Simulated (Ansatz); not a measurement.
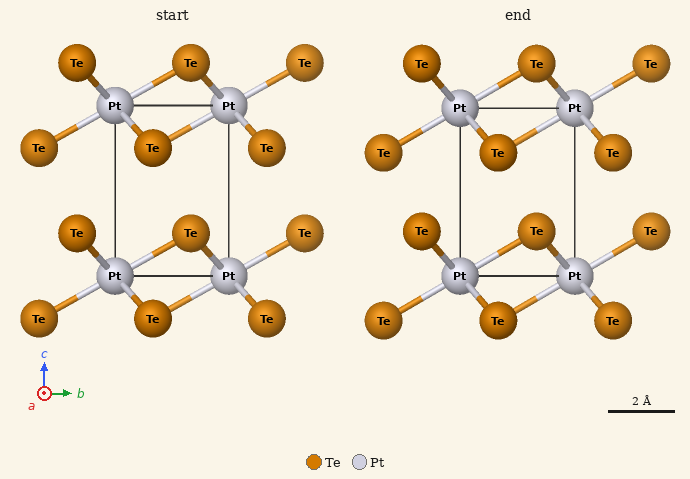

The structure of solid Te2Pt (set up in P-3m1) (coarse preliminary run) before (left) and after (right) a relaxation, at one scale.

The picture is a ball-and-stick view of the cell of the calculation, seen along the a axis.

The calculation used DFT PBE+D3(BJ), scalar-relativistic, plane waves, PAW (Ansatz 0.2.0).

Input
```yaml
crystal:
  lattice:
    - [4.0179994522, 0.0, 0.0]
    - [-2.0089997261, 3.4796895981, 0.0]
    - [0.0, 0.0, 5.2119993301]
  atoms:
    - { symbol: Te, position: [0.3333333333, 0.6666666667, 0.25] }
    - { symbol: Te, position: [0.6666666667, 0.3333333333, 0.75] }
    - { symbol: Pt, position: [0.0, 0.0, 0.0] }
basis:
  ecutwfc: 420
kpoints:
  mp_grid: { grid: [6, 6, 4] }
hamiltonian:
  xc: pbe
  dispersion: d3bj
scf:
  occupations: { method: gaussian, width: 0.1 }
output:
  forces: true
  stress: true
  eigenvalues: true
relax:
  adjacent_minimum: "off"
  f_tol: 0.05
  max_steps: 80
  cell: { stress_tol: 0.5 }
```

Launched with:
```bash
ansatz run input.yaml --threads 2 --pin off --max-ram 5632MiB --backend cpu --events-out ev --progress --plain --runs-dir out
```

Question: Summarise the run.

Answer: The energy falls by 26.6 meV per atom in 2 accepted moves (4 points after the start). Largest force component: 0.99 eV/Å at the start, 0.047 eV/Å at the end. The pressure goes from 4.08 to −0.25 GPa. The line search rejected the trial step at point 1 of the run. The SCF was repeated once at an unchanged geometry on a basis and grid sized afresh for the cell, which shifted the energy by less than 0.05 meV per atom at most. The largest moves relative to the cell, 0.081 Å, are those of Te1 and Te2. Te2 goes along −c. Pt stays in place. Cell: a = b 4.018 → 4.052 Å (+0.8 %), c 5.212 → 5.130 Å (−1.6 %). Volume +0.1 %. Some distances before and after: Te1–Pt3 2.661 → 2.707 Å. The space group stays P-3m1 (No. 164). Cost: 20 s on 2 threads of Intel(R) Xeon(R) Platinum 8259CL CPU @ 2.50GHz (Skylake/Cascade Lake) (shared host), peak memory 0.38 GiB.
